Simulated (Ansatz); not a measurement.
## Phonon calculation, with input and output: GaSb

GaSb (F-43m, 2 atoms in the cell), computed with DFT PBEsol, scalar-relativistic, plane waves, PAW, no spin polarisation (Ansatz 0.2.0).

The structure derives from an entry of the Crystallography Open Database. It belongs to a series of runs on one base structure; here: zone-centre phonons at 1 GPa. Figures and captions count atoms from 1; the log counts them from 0 in places.

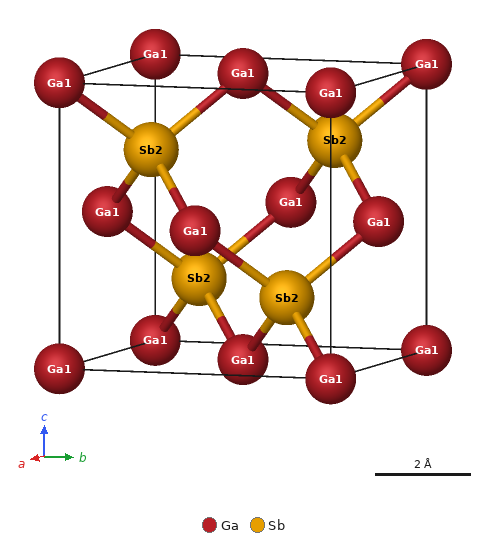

The structure (ball-and-stick view of the cell 4 times as large as that of the calculation, set on its symmetry axes, seen slightly off an axis; atoms are numbered from 1 in the order of the input). Near neighbours in the crystal (not all of them lie inside the picture): Ga has 4 Sb at 2.63 Å; Sb has 4 Ga at 2.63 Å.

Key numbers

| quantity | value |
| --- | --- |
| outcome | converged |
| space group (tolerance 0.01 Å) | F-43m (216) |
| electrons treated | 28 |
| free energy | −10151.5333 eV |
| Fermi energy | 8.049 eV |
| gap on the k-point mesh | none (metallic) |
| hardware | 1 thread of Intel Xeon @ 2.50GHz (Skylake/Cascade Lake), 192 GiB of memory available, shared host |
| wall time | 65 s |
| peak memory | 0.86 GiB |

Remarks

Results for this metal are sensitive to the k-point mesh.

The input
```yaml
crystal:
  lattice:
    - [0.0, 3.0375123429, 3.0375123429]
    - [3.0375123429, 0.0, 3.0375123429]
    - [3.0375123429, 3.0375123429, 0.0]
  atoms:
    - { symbol: Ga, position: [0.0, 0.0, 0.0] }
    - { symbol: Sb, position: [0.75, 0.75, 0.75] }
basis:
  ecutwfc: 420
kpoints:
  mp_grid: { grid: [12, 12, 12] }
hamiltonian:
  xc: pbesol
scf:
  occupations: { method: fermi_dirac, width: 0.15 }
output:
  eigenvalues: true
phonons:
  method: dfpt
  eigenvectors: true
```

Launched with:
```bash
ansatz run input.yaml --threads 1 --pin off --max-ram 3072MiB --backend cpu --events-out ev --progress --plain --runs-dir out
```

Output
```
zone centre: on kpoints.mp_grid the ground state, and the responses unless they are solved on pairs of k-points, stand on 163 of the mesh's 1728 k-points, reduced under 8 symmetry operations, with k and −k counted as one. Each operation leaves every solved displacement unchanged or reverses it
Engine: ansatz 0.2.0, x86_64-unknown-linux-gnu
Pseudopotentials: kind: paw
Pseudopotential: Ga, paw, valence charge 13, recommended cutoff 420 eV (normal), Ga.paw.azcp
Pseudopotential: Sb, paw, valence charge 15, recommended cutoff 420 eV (normal), Sb.paw.azcp
Functional definition: PBEsol
  exchange = pbesol_x
  correlation = pbesol_c
Crystal: 2 atoms, lattice volume = 56.051 Å³
Basis set: ecut = 420 eV, 1067 PW (Γ), exchange–correlation on 60×60×60 points (8 copies of the dense FFT grid, shifted against one another)
Bands: 18, of which v1, the nominal top of the filled ones, is band 14 counted from 1 (13 counted from 0)
Symmetry: 24 space group operations
k-points: 163 of 1728 (irreducible under 8 space group operations, time reversal used)
Non-local potential: Ga, projectors of the file, l = 0: 2, l = 1: 2, l = 2: 3, l = 3: 1
Non-local potential: Sb, projectors of the file, l = 0: 2, l = 1: 2, l = 2: 2, l = 3: 2
PAW form: soft (Blöchl's): semilocal exchange-correlation on the pseudo side does not see the compensation charge
PAW frozen core: Ga, regenerated for the run's functional, and the local potential with it (the file was generated under x = pbe(κ = 0.804, μ = 0.2195149727645171), c = pbe(β = 0.06672455060314922))
PAW frozen core: Sb, regenerated for the run's functional, and the local potential with it (the file was generated under x = pbe(κ = 0.804, μ = 0.2195149727645171), c = pbe(β = 0.06672455060314922))
PAW one-centre angular grid: Ga, 590 points (default); XC on 64 Gauss nodes
PAW one-centre angular grid: Sb, 590 points (default); XC on 64 Gauss nodes
Initial density: superposition of atomic densities (neutral atoms: chi_scale 0, normalization atom), corrected by the library's trained network
Initial wavefunctions: pseudopotential atomic-orbital guess
Functional: x = pbesol(κ = 0.804, μ = 0.12345679012345678), c = pbesol(β = 0.046)
SCF iter   1: F=—  HF=-10151.536201 eV  |F-HF|=—  |Δ(HF+E_count)|=         —  Δρ=2.70e-3  dr2=5.33e-3  ethr=1.77e-3  ⟨swp⟩=5.2  Hψ=14244  notcnv=0
preconditioner: auto → Kerker (q_TF=auto, 2.430 Å⁻¹)  [metal: Δε(μ)=0.250 eV  Ē_g=14.594 eV  σ=0.150 eV  W_gap=0.38  n_scr=14 (ndim 8)  ℏωp=21.0 eV  f_vac=0.086  D(μ)=0.07/eV (n_scr^D=0)]
SCF iter   2: F=—  HF=-10151.533658 eV  |F-HF|=—  |Δ(HF+E_count)|=   2.54e-3  Δρ=1.94e-3  dr2=3.02e-3  ethr=1.91e-5  ⟨swp⟩=2.3  Hψ=5318  notcnv=0
SCF iter   3: F=—  HF=-10151.533388 eV  |F-HF|=—  |Δ(HF+E_count)|=   2.70e-4  Δρ=1.07e-3  dr2=4.21e-4  ethr=1.08e-5  ⟨swp⟩=2.0  Hψ=5218  notcnv=0
SCF iter   4: F=—  HF=-10151.533267 eV  |F-HF|=—  |Δ(HF+E_count)|=   1.21e-4  Δρ=3.50e-4  dr2=1.49e-4  ethr=1.50e-6  ⟨swp⟩=2.0  Hψ=5217  notcnv=0
SCF iter   5: F=—  HF=-10151.533328 eV  |F-HF|=—  |Δ(HF+E_count)|=   6.07e-5  Δρ=2.02e-4  dr2=2.40e-5  ethr=5.31e-7  ⟨swp⟩=2.0  Hψ=3599  notcnv=0
SCF iter   6: F=—  HF=-10151.533342 eV  |F-HF|=—  |Δ(HF+E_count)|=   1.43e-5  Δρ=8.20e-5  dr2=2.28e-6  ethr=8.55e-8  ⟨swp⟩=2.0  Hψ=5275  notcnv=0
SCF iter   7: F=—  HF=-10151.533340 eV  |F-HF|=—  |Δ(HF+E_count)|=   1.49e-6  Δρ=1.89e-5  dr2=1.81e-7  ethr=8.13e-9  ⟨swp⟩=2.0  Hψ=4404  notcnv=0
SCF iter   8: F=—  HF=-10151.533341 eV  |F-HF|=—  |Δ(HF+E_count)|=   4.10e-7  Δρ=8.21e-6  dr2=3.45e-8  ethr=6.45e-10  ⟨swp⟩=2.2  Hψ=3853  notcnv=0
SCF iter   9: F=—  HF=-10151.533341 eV  |F-HF|=—  |Δ(HF+E_count)|=   2.89e-8  Δρ=2.25e-6  dr2=3.15e-9  ethr=1.23e-10  ⟨swp⟩=2.0  Hψ=5295  notcnv=0
SCF iter  10: F=—  HF=-10151.533341 eV  |F-HF|=—  |Δ(HF+E_count)|=   1.36e-9  Δρ=3.08e-7  dr2=8.73e-11  ethr=1.12e-11  ⟨swp⟩=2.0  Hψ=5273  notcnv=0
SCF iter  11: F=-10151.533341 eV  HF=-10151.533341 eV  |F-HF|=7.28e-12  |Δ(HF+E_count)|=  1.13e-10  Δρ=7.31e-8  dr2=2.82e-12  ethr=1.00e-12  ⟨swp⟩=5.0  Hψ=13393  notcnv=0
SCF 1 converged in 11 iterations: F = -10151.533341 eV  dr2 = 2.82e-12
  greatest PAW one-centre occupation: 0.996 electrons in one spin orbital (limit 2), on the Sb atom at site 1 (counted from 0), in its partial waves of l = 2
```

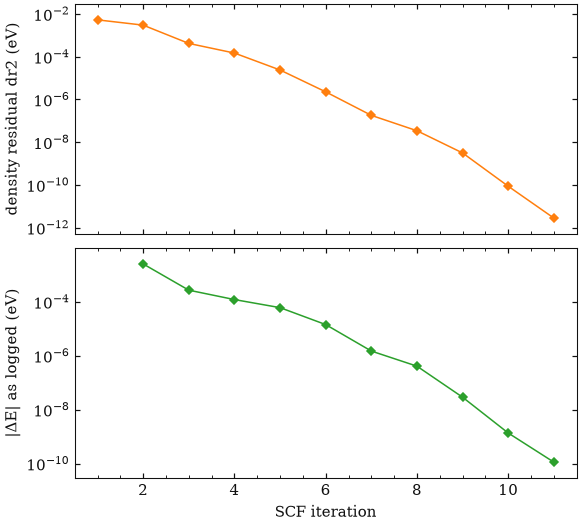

Convergence of the self-consistent field: density residual dr2 and size of the energy change against the SCF iteration. The residual falls at every step.

```
DFPT response loops at Γ: preconditioner auto → Kerker (q_TF=auto, 2.430 Å⁻¹) (partly filled bands, converged f_vac=0.074); β = 1.00, the filter's whole step (`scf.mixing.beta` (0.50) is not read by the response loops under this deck's `scf.mixing.preconditioner`; to damp them name `kerker` or `kerker_dos`, under which they read `scf.mixing.beta`, and type it under 1.00, their step now; both keys bind the ground state too); Broyden in place of MSR1
SCF converged after 11 iterations
Free energy (F): -10151.533341 eV
Harris-Foulkes:  -10151.533341 eV  (|F-HF|=7.28e-12)
Internal energy: -10151.527233 eV  (E = F + TS)
E sigma→0 (E₀):  -10151.530287 eV
Entropy (-TS):   -0.006108 eV (-3.054 meV/atom)
Fermi energy:    8.048642 eV
--- Per-component energies (eV) ---
  E_band       = -258.126438
  E_kinetic    = 324.098896
  E_local      = -3888.259930  (includes V_loc(G=0)·N_el)
  E_nonlocal   = 790.200062
  E_hartree    = 1788.466502
  E_xc         = -206.102609
  E_vxc        = -154.879308  (∫ρ·V_xc dr)
  E_paw        = -6449.563503  (= ΣΔE_a)
  E_vpaw       = -906.219087  (= ΣTr[D̂ρ^β])
  E_aug_tail   = -0.000121  (compensation charges beyond the density's cutoff)
  E_ewald      = -2511.561364
  E_core_change = 1.194835  (= ΣΔE_core)
  E_smearing   = -0.006108  (= −TS)
  E_closure    = 0.000000  (closes the sum)
  Σ components = -10151.533341   (vs F -10151.533341, Δ=0.00e0)
--- Band table (eV; the first three rows and the last of 163) ---
  k-point 0: bands = ["-20.9011", "-20.9011", "-20.9011", "-20.8789", "-20.8789", "-7.1951", "-7.1951", "-7.1951", "-7.1419", "-7.1419", "-3.8135", "7.8395", "7.8395", "7.8395", "7.9691", "10.6051", "10.6051", "10.6051"]
  k-point 1: bands = ["-20.9010", "-20.9009", "-20.9009", "-20.8789", "-20.8789", "-7.1973", "-7.1942", "-7.1942", "-7.1421", "-7.1421", "-3.7399", "6.5450", "7.7111", "7.7111", "8.7952", "10.7803", "10.7803", "10.8682"]
  k-point 2: bands = ["-20.9009", "-20.9003", "-20.9003", "-20.8787", "-20.8787", "-7.2033", "-7.1917", "-7.1917", "-7.1424", "-7.1424", "-3.5235", "5.1134", "7.4227", "7.4227", "8.8771", "11.1621", "11.1621", "11.8094"]
  k-point 162: bands = ["-20.9003", "-20.8986", "-20.8945", "-20.8795", "-20.8767", "-7.2393", "-7.1750", "-7.1700", "-7.1484", "-7.1429", "-1.2319", "1.0756", "4.3722", "4.5964", "11.5820", "12.1017", "12.2636", "12.5455"]
--- Phonons (Γ-DFPT): 2 representative perturbations + reference, on 163 of 1728 k-points (Σ response iterations 6) ---
  k mesh reduced under 8 symmetry operations, with k and −k counted as one. Each operation leaves every solved displacement unchanged or reverses it
  ASR residual: 1.010e-5 → 0.000e0 eV/Å²; symmetrization residual: 2.343e-5 eV/Å²
  ASR residual per site (eV/Å²): 5.11e-6 1.01e-5
  Γ frequencies (cm⁻¹): 0.00 0.00 0.00 223.21 223.21 223.21
  non-analytic LO–TO correction: not included (Born effective charges unavailable; polar crystals: no LO–TO splitting at Γ)
```

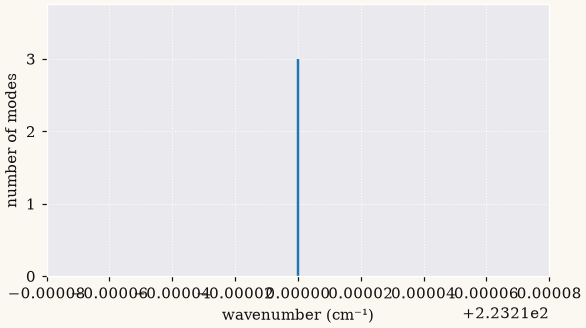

Optical phonons at the zone centre (no LO–TO term); neighbouring modes closer than 3 cm⁻¹ are counted in one stick. 3 modes from 223 to 223 cm⁻¹, none imaginary.

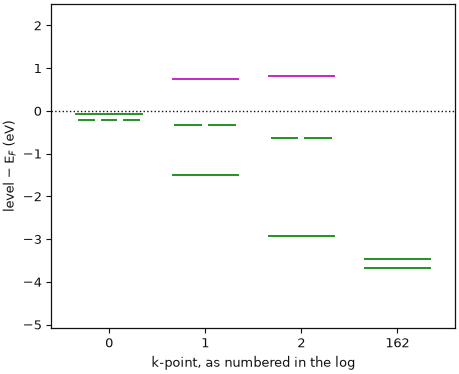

Kohn–Sham levels near the Fermi level (dotted) at the few k-points that the log prints; levels within 0.02 eV of each other stand side by side. The system is metallic on the full mesh.
